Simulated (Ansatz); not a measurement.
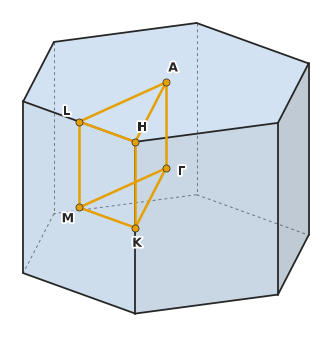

For C, coordinates from a relaxation with DFT PBE, scalar-relativistic, plane waves, PAW (Ansatz 0.2.0); the starting structure was generated, so it need not be a known form of this composition: the figure shows the first Brillouin zone with its special points and a band path. Symmetry computed with spglib at a tolerance of 0.002 Å; standard conventional cell.

Labels and path follow the convention of Hinuma et al. (2017), as computed by seekpath.

Q: Which Bravais lattice has this zone?

A: A primitive hexagonal lattice (hP; extended symbol hP2). The zone is a hexagonal prism in its combinatorial type: 8 faces (6 with 4 edges, 2 with 6 edges), 18 edges, 12 vertices.

Q: Write the standard path through the labelled points.

A: Γ–M–K–Γ–A–L–H–A | L–M | H–K
